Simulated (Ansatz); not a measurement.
**SrTiO$_{3}$: density, localisation and related maps**

The calculation's input:

```
crystal:
  lattice:
    - [-2.7435446834, 2.7709801302, 3.9043133139]
    - [2.7435446834, -2.7709801302, 3.9043133139]
    - [2.7435446834, 2.7709801302, -3.9043133139]
  atoms:
    - { symbol: Sr, position: [0.75, 0.25, 0.5] }
    - { symbol: Sr, position: [0.25, 0.75, 0.5] }
    - { symbol: Ti, position: [0.0, 0.0, 0.0] }
    - { symbol: Ti, position: [0.5, 0.5, 0.0] }
    - { symbol: O, position: [0.25, 0.25, 0.0] }
    - { symbol: O, position: [0.75, 0.75, 0.0] }
    - { symbol: O, position: [0.7253545255, 0.2253545255, 0.950709051] }
    - { symbol: O, position: [0.2253545255, 0.2746454745, 0.5] }
    - { symbol: O, position: [0.2746454745, 0.7746454745, 0.049290949] }
    - { symbol: O, position: [0.7746454745, 0.7253545255, 0.5] }
basis:
  ecutwfc: 420
kpoints:
  mp_grid: { grid: [8, 8, 8] }
hamiltonian:
  xc: pbesol
scf:
  occupations: { method: gaussian, width: 0.05 }
output:
  forces: true
  stress: true
  eigenvalues: true
  write_density: true
  write_potential: true
  elf: true
  volumetric_format: npy
```

Launched as:

```sh
ansatz run input.yaml --threads 2 --pin off --max-ram 5120MiB --backend cpu --events-out ev --progress --plain --runs-dir out
```

Below, planes, directions and counts refer to the conventional cell (a = 5.49 Å, b = 5.54 Å, c = 7.81 Å, α = 90.00°, β = 90.00°, γ = 90.00°).

Space group Ibam; changed on purpose from its base cell (strain +0.0100 x Voigt [0, 1, 0, 0, 0, 0], atoms carried along); computed without spin polarisation.

Method: DFT PBEsol, scalar-relativistic, plane waves, PAW (Ansatz 0.2.0).

In a PAW calculation such maps are meaningful between the atoms, not at the nuclei.

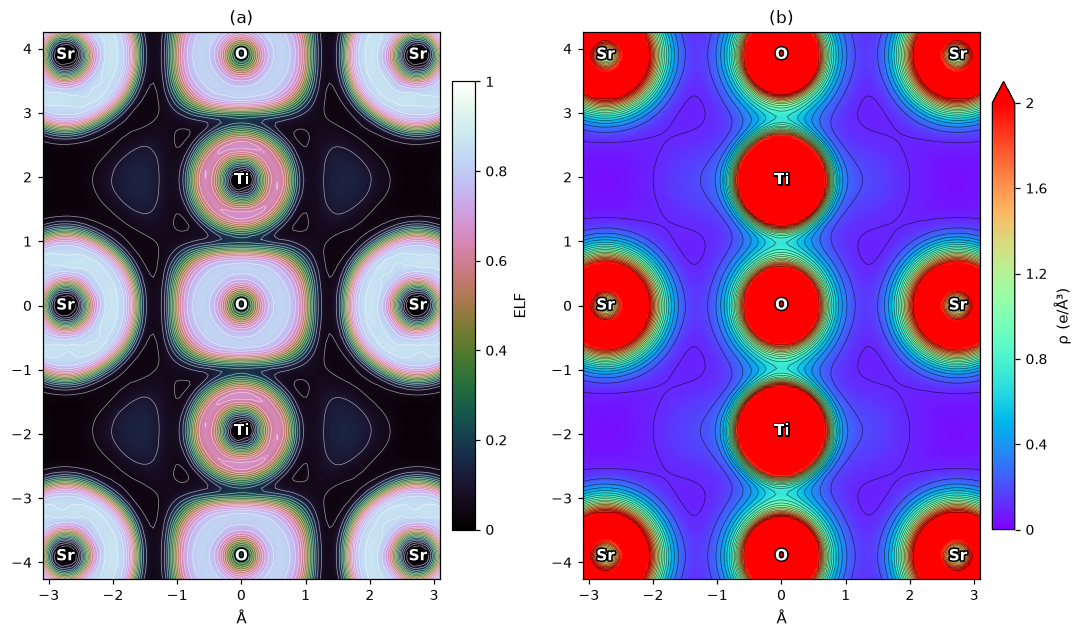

Figure 1. (a) electron localisation function; (b) valence electron density on the (010) plane of the conventional cell.

Q: Interpret the plot.

A: Atoms in the plane: Sr, Ti and O. Ti–O (1.95 Å): ρ at the midpoint is about 0.71 e/Å³; the ELF peaks at about 0.80 in the valence shell of O, 0.6 Å from its nucleus, and is about 0.20 at the midpoint (no localised pair shows between them). Sr–O (2.74 Å): the density is about 0.15 e/Å³ at the midpoint; the ELF is about 0.05 at the midpoint: an ionic contact with no shared pair. Between the atoms the lowest density in this plane is 0.04 e/Å³. The features right at Sr and Ti lie inside the PAW spheres, where the map follows smoothed inner orbitals and isn't to be read closely.

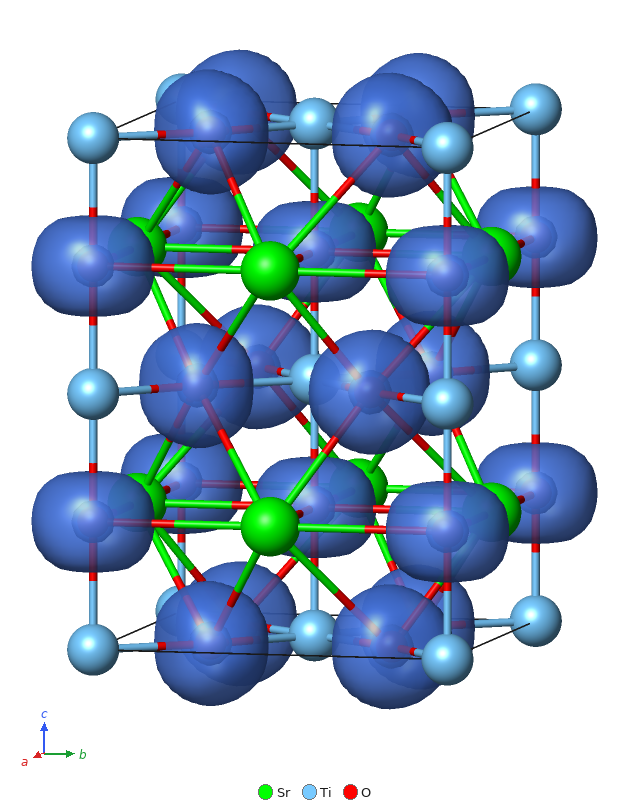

Figure 2. Isosurface of the ELF at 0.65 (blue), seen slightly off an axis. Core shells and regions of very low density are left out. Sticks mark near contacts.

Q: Where are the electrons localised?

A: The ELF exceeds this value in twelve regions wrapped around O (the valence shell of each), counted in one cell of 20 atoms. Regions shared between cells count once.


 Sr–O (2.63 Å): the ELF peaks at about 0.80 in the valence shell of O, 0.7 Å from its nucleus, and drops to about 0.05 between the two atoms: an ionic contact with no shared pair.

Q: Metal or insulator at this level of theory?

A: It is gapped, with a Kohn–Sham gap of 1.9 eV on the k-point mesh, an upper bound to the gap of this method.
